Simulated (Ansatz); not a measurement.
## Electronic structure of Hf3S5 in real space

Input

```
crystal:
  lattice:
    - [5.6892171333, -2.5644941836, 0.0]
    - [5.6892171333, 2.5644941836, 0.0]
    - [-5.5734232806, 0.0, 5.7201896362]
  atoms:
    - { symbol: Hf, position: [0.0, 0.0, 0.0] }
    - { symbol: Hf, position: [0.7998226558, 0.7998226558, 0.3947650219] }
    - { symbol: Hf, position: [0.2001773442, 0.2001773442, 0.6052349781] }
    - { symbol: S, position: [0.3045237647, 0.3045237647, 0.4017205342] }
    - { symbol: S, position: [0.6954762353, 0.6954762353, 0.5982794658] }
    - { symbol: S, position: [0.5, 0.5, 0.0] }
    - { symbol: S, position: [0.9069836072, 0.9069836072, 0.2069125439] }
    - { symbol: S, position: [0.0930163928, 0.0930163928, 0.7930874561] }
basis:
  ecutwfc: 420
kpoints:
  mp_grid: { grid: [8, 8, 6] }
hamiltonian:
  xc: pbe
scf:
  occupations: { method: gaussian, width: 0.1 }
output:
  forces: true
  stress: true
  eigenvalues: true
  write_density: true
  write_potential: true
  elf: true
  volumetric_format: npy
relax:
  adjacent_minimum: "off"
  f_tol: 0.01
  max_steps: 80
  cell: { stress_tol: 0.05 }
```

Command:

```sh
ansatz run input.yaml --threads 1 --pin off --max-ram 2560MiB --backend cpu --events-out ev --progress --plain --runs-dir out
```

Below, planes, directions and counts refer to the conventional cell (a = 11.39 Å, b = 5.12 Å, c = 7.99 Å, α = 90.00°, β = 134.29°, γ = 90.00°).

The fields are those of the run's last geometry, not of the input's.

Space group C2/m; a generated structure, not necessarily the stable one.

Theory: DFT PBE, scalar-relativistic, plane waves, PAW in Ansatz.

In a PAW calculation such maps are meaningful between the atoms, not at the nuclei.

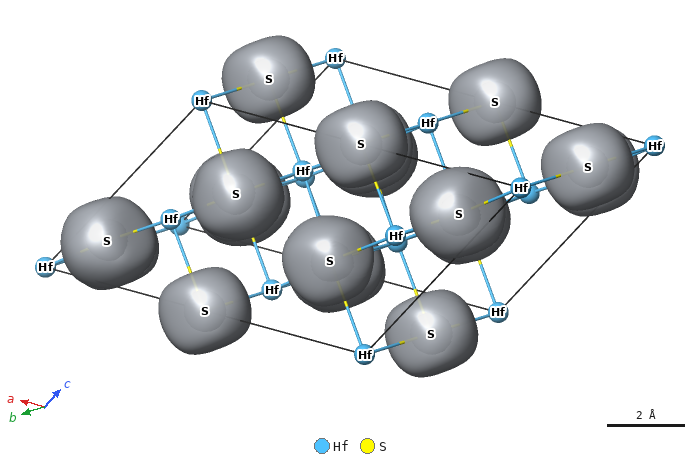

Figure 1. Isosurface of the ELF at 0.7 (grey), seen at an oblique angle. Only the valence region is drawn (cores and ρ < 0.01 e/Å³ removed). Sticks mark near contacts.

Where are the electrons localised?

Answer. The ELF exceeds this value in ten regions wrapped around S (the valence shell of each), counted in one cell of 16 atoms. Any copies at cell faces, edges or corners count once. Along the contacts the grid gives the following. Hf–S (2.50 Å): the ELF peaks at about 0.85 in the valence shell of S, 0.8 Å from its nucleus, and is about 0.35 at the midpoint. Hf–S (2.55 Å): the ELF peaks at about 0.85 in the valence shell of S, 0.8 Å from its nucleus, and is about 0.40 at the midpoint.

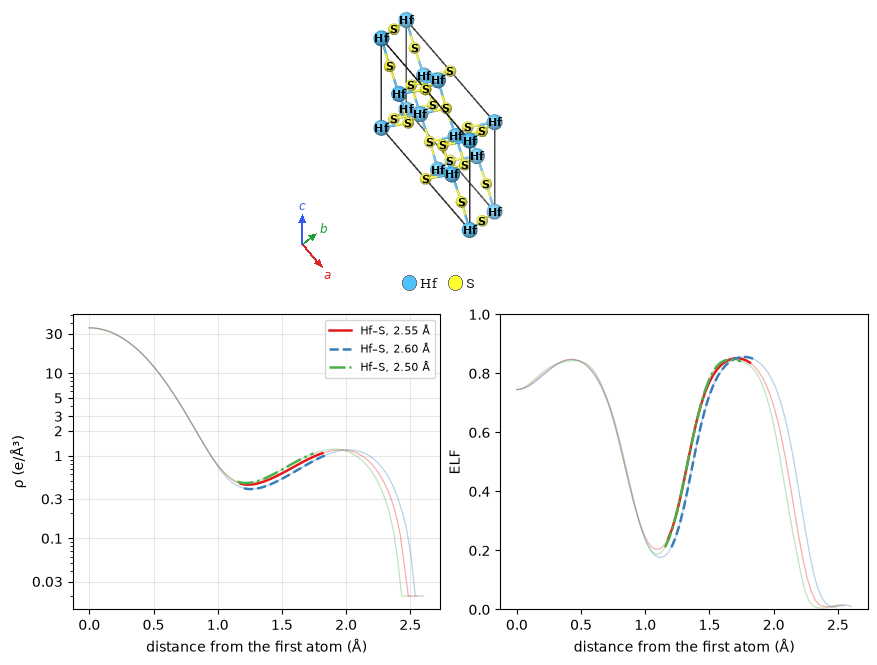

Figure 2. Valence charge density (pseudo) and ELF along straight lines between neighbouring atoms. Thin, pale parts lie inside the atomic spheres. The structure is drawn too.

What can be read from the curves?

Answer. Hf–S (2.55 Å): ρ at the midpoint is about 0.45 e/Å³; the ELF peaks at about 0.85 in the valence shell of S, 0.8 Å from its nucleus, and is about 0.40 at the midpoint.
Hf–S (2.60 Å): the density is about 0.4 e/Å³ at the midpoint; the ELF peaks at about 0.85 in the valence shell of S, 0.8 Å from its nucleus, and is about 0.35 at the midpoint.
Hf–S (2.50 Å): ρ at the midpoint is about 0.47 e/Å³; the ELF peaks at about 0.85 in the valence shell of S, 0.8 Å from its nucleus, and is about 0.35 at the midpoint.

Does the calculation give a band gap?

Answer. It is metallic or semimetallic at this level of theory: no gap opens.
